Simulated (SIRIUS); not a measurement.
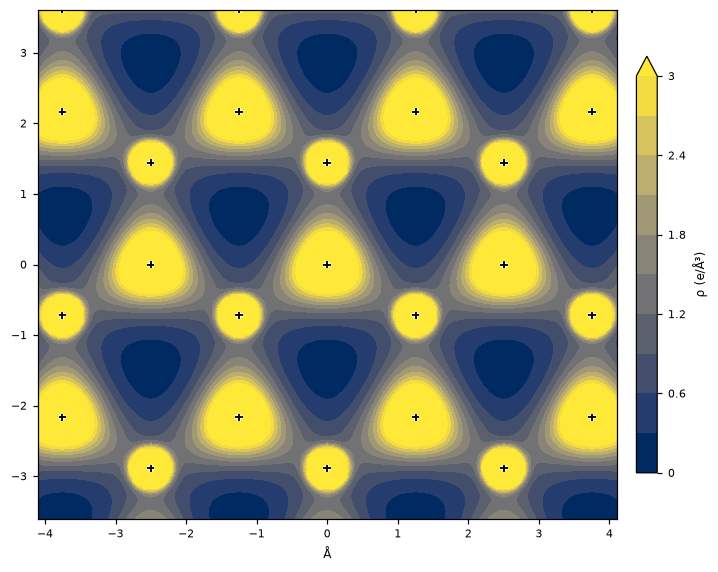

The total electron density on a plane through atoms (crosses mark nuclei in the plane).

Computed with SIRIUS, Kohn-Sham DFT of a periodic cell, PBE, all-electron FP-LAPW.

Candidates:
A. BN, a = 2.50 Å, b = 2.50 Å, c = 10.12 Å, α = 90.00°, β = 90.00°, γ = 120.00°. Space group R3m; a structure from a database of computed crystals, not necessarily the ambient phase.
B. CdSe, a = 5.75 Å, b = 5.75 Å, c = 5.75 Å, α = 90.00°, β = 90.00°, γ = 90.00°. Space group Fm-3m; a structure from a database of computed crystals, not necessarily the ambient phase.
C. CuO, a = 4.69 Å, b = 3.43 Å, c = 5.13 Å, α = 90.00°, β = 99.65°, γ = 90.00°. Space group Cc; not relaxed (largest force 0.8 eV/Å).

Which candidate gave the map?

Candidate A: BN on the (001) plane of the conventional cell, which holds N and B. B–N (1.44 Å): ρ is about 1.8 e/Å³ halfway.
